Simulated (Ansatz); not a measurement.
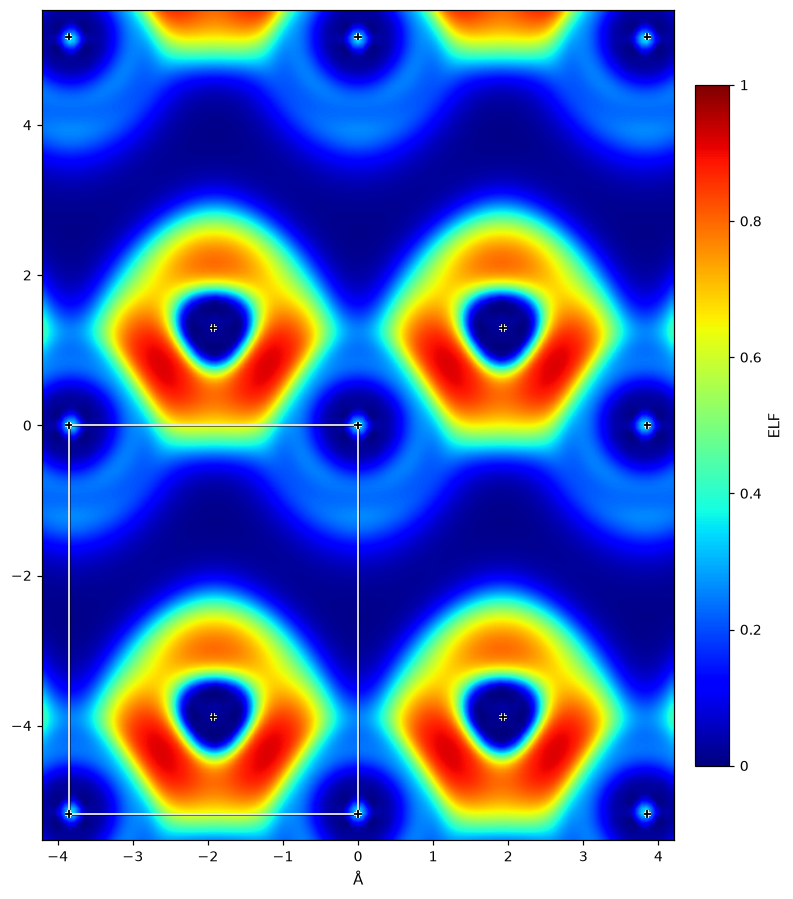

The ELF on a plane through atoms (crosses mark nuclei in the plane).

Computed with Ansatz 0.2.0, DFT r2SCAN, scalar-relativistic, plane waves, PAW.

Candidates:
A. MgO, a = 4.20 Å, b = 4.20 Å, c = 4.20 Å, α = 90.00°, β = 90.00°, γ = 90.00°. Space group Fm-3m.
B. TaN, a = 2.97 Å, b = 2.97 Å, c = 4.51 Å, α = 89.99°, β = 89.99°, γ = 90.00°. Space group I4/mmm; changed on purpose from its base cell (band edges of the strained film's bulk); computed pressure about 31 GPa in this cell.
C. GaP, a = 3.85 Å, b = 3.85 Å, c = 5.18 Å, α = 90.00°, β = 90.00°, γ = 90.00°. Space group I-4m2; changed on purpose from its base cell (strain -0.0500 x Voigt [1, 0, 0, 0, 0, 0], atoms carried along); computed pressure about 5 GPa in this cell.

**Which system is this?**

Candidate C: GaP on the (100) plane of the conventional cell, which holds Ga and P. Ga–P (2.32 Å): the ELF peaks at about 0.90 in the valence shell of P, 0.9 Å from its nucleus, and is about 0.80 at the midpoint.
